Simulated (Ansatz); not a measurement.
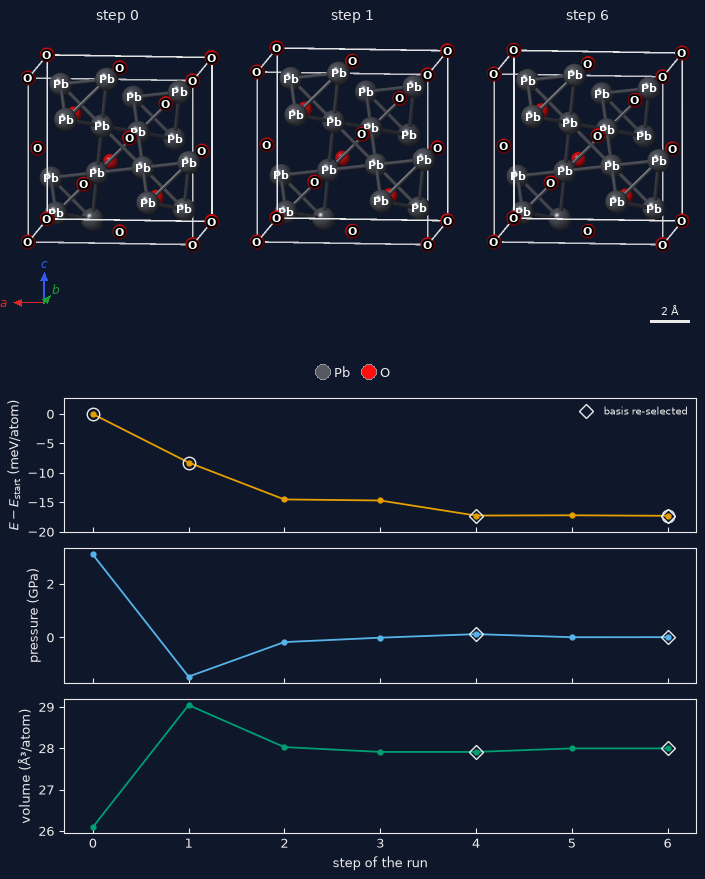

Frames of a relaxation of a crystal of Pb₂O (built on the cubic Laves (C15)_227 type), marked on the history of the run. A ball-and-stick model of the conventional cell (4 times the calculation's cell), seen from a free direction. Lengths and directions refer to the drawn axes.

Case: cubic Laves (C15) type (Fd-3m, No. 227).

Computed with DFT PBE, scalar-relativistic, plane waves, PAW in Ansatz. Settings: plane-wave cutoff 420 eV; k-point mesh 8 × 8 × 8; occupations gaussian; smearing width 0.1 eV; no spin polarisation; cell and atoms relaxed; force threshold 0.01 eV/Å; at most 80 steps.

Question: What happens along the run?

Answer: After 4 accepted moves (6 points after the start) the energy has fallen by 17.3 meV per atom. All forces vanish by symmetry, so only the cell relaxes. Pressure: 3.10 GPa at the start and 0.01 GPa at the end. The SCF was repeated twice at an unchanged geometry on a basis and grid sized afresh for the cell, which shifted the energy by 2.6 meV per atom at most. No atom moves by more than 0.005 Å relative to the cell. The volume changes by +7.3 %, with a = b = c 8.555 → 8.759 Å (+2.4 %). Near-neighbour distances that change, for instance: Pb–Pb 3.025 → 3.097 Å. The space group stays Fd-3m (No. 227). From step 0 to 1: volume +11.3 %, energy −8.2 meV per atom. From step 1 to 6: volume −3.6 %, energy −9.0 meV per atom.

| step | E − E(0), meV/atom | pressure, GPa | volume, Å³/atom | note |
| --- | --- | --- | --- | --- |
| 0 | 0.00 | 3.10 | 26.093 |  |
| 1 | -8.23 | -1.46 | 29.046 |  |
| 2 | -14.50 | -0.17 | 28.030 |  |
| 3 | -14.67 | -0.01 | 27.914 |  |
| 4 | -17.23 | 0.13 | 27.914 | same geometry, new basis |
| 5 | -17.19 | 0.01 | 28.000 |  |
| 6 | -17.27 | 0.01 | 28.000 | same geometry, new basis |
